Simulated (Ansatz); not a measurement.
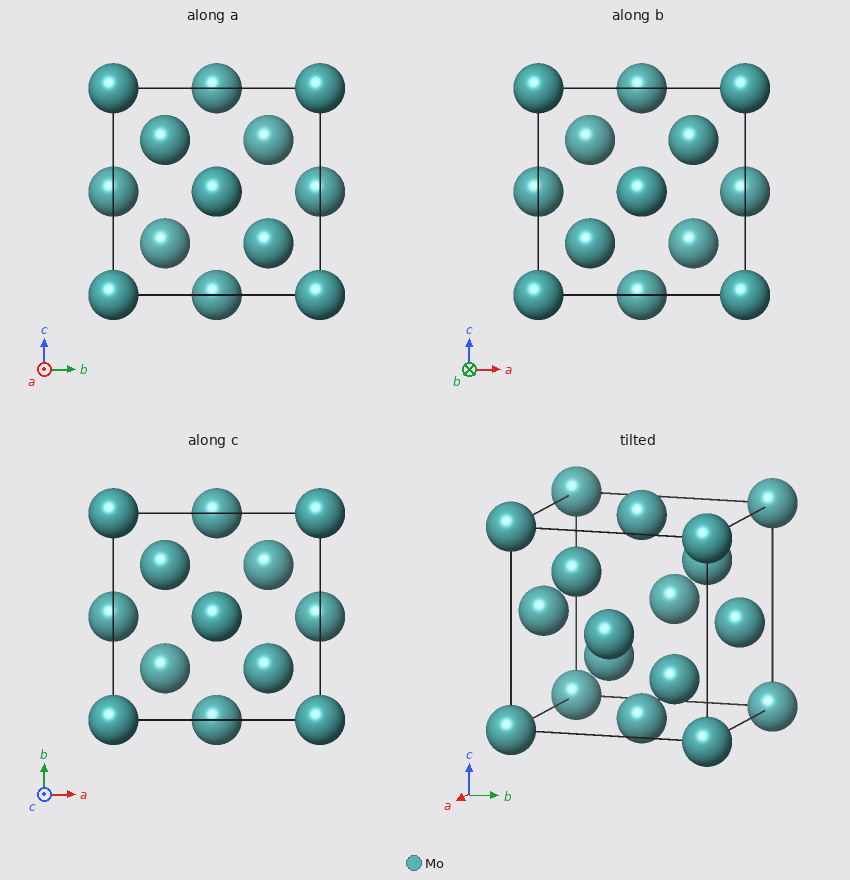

Shown here is a spheres-only view of the crystal, taken along the a axis, along the b axis, along the c axis and slightly off an axis. The wireframe shows the conventional unit cell.

Lattice parameters: a = 5.6866 Å, b = 5.6866 Å, c = 5.6866 Å, α = 90.000°, β = 90.000°, γ = 90.000°.

Reconstruct the structure as a CIF in P1 with every atom of the cell.

Answer.
```cif
data_structure
_symmetry_space_group_name_H-M 'P 1'
_symmetry_Int_Tables_number 1
_cell_length_a 5.6866
_cell_length_b 5.6866
_cell_length_c 5.6866
_cell_angle_alpha 90.000
_cell_angle_beta 90.000
_cell_angle_gamma 90.000
_cell_volume 183.89
loop_
_atom_site_label
_atom_site_type_symbol
_atom_site_fract_x
_atom_site_fract_y
_atom_site_fract_z
_atom_site_occupancy
Mo1 Mo 0.0000 0.0000 0.0000 1
Mo2 Mo 0.2500 0.7500 0.7500 1
Mo3 Mo 0.0000 0.5000 0.5000 1
Mo4 Mo 0.2500 0.2500 0.2500 1
Mo5 Mo 0.5000 0.0000 0.5000 1
Mo6 Mo 0.7500 0.7500 0.2500 1
Mo7 Mo 0.5000 0.5000 0.0000 1
Mo8 Mo 0.7500 0.2500 0.7500 1
```

Starting structure: a structure type filled with this element by a generator (whether the element takes this form wasn't checked). The picture shows the end point of a geometry optimisation with DFT PBE, scalar-relativistic, plane waves, PAW in Ansatz 0.2.0.
